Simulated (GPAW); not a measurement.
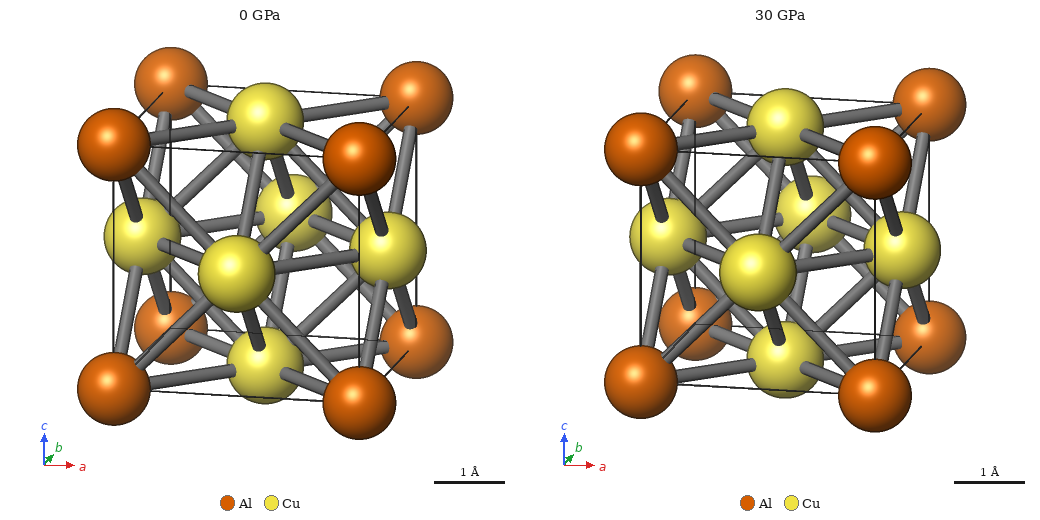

AlCu₃, Cu₃Au (L1₂) type, space group Pm-3m (No. 221), relaxed (cell and atoms) under a series of hydrostatic pressures; the conventional cell is drawn at the lowest and the highest, to one scale (sticks follow a distance rule). The start was a structure listed in the Materials Project. It needn't be the stable form of this composition.

Alike in all runs: GPAW 26.7.0; functional PBEsol; potentials PAW data sets generated in the run's folder for this functional; cutoff 600 eV; k mesh 7 × 7 × 7 on the run's cell of 4 atoms; occupations fermi-dirac, width 0.05 eV; no spin polarisation; no spin-orbit coupling.

```tsv
pressure (GPa)	volume (Å³/atom)	a (Å)
0.0	12.092	3.644
2.0	11.935	3.628
5.1	?	?
10.0	11.409	3.574
19.8	10.903	3.520
30.0	10.480	3.474
```

Q: Fit a third-order Birch-Murnaghan equation to the rows given and use it to fill in the volume that is left out.

A: The fit gives V0 = 12.09 Å³/atom, B0 = 150 GPa and B0′ = 4.7, which puts the volume at 5.1 GPa at 11.71 Å³/atom. The run gave volume 11.714 Å³/atom; a 3.605 Å.

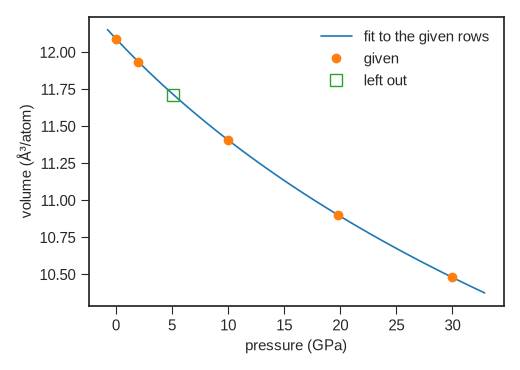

Volume against pressure, with the fit. The structure was kept in its own symmetry, so a change to another phase within this range wouldn't be seen.

Caveat: later steps reuse the first step's grids.
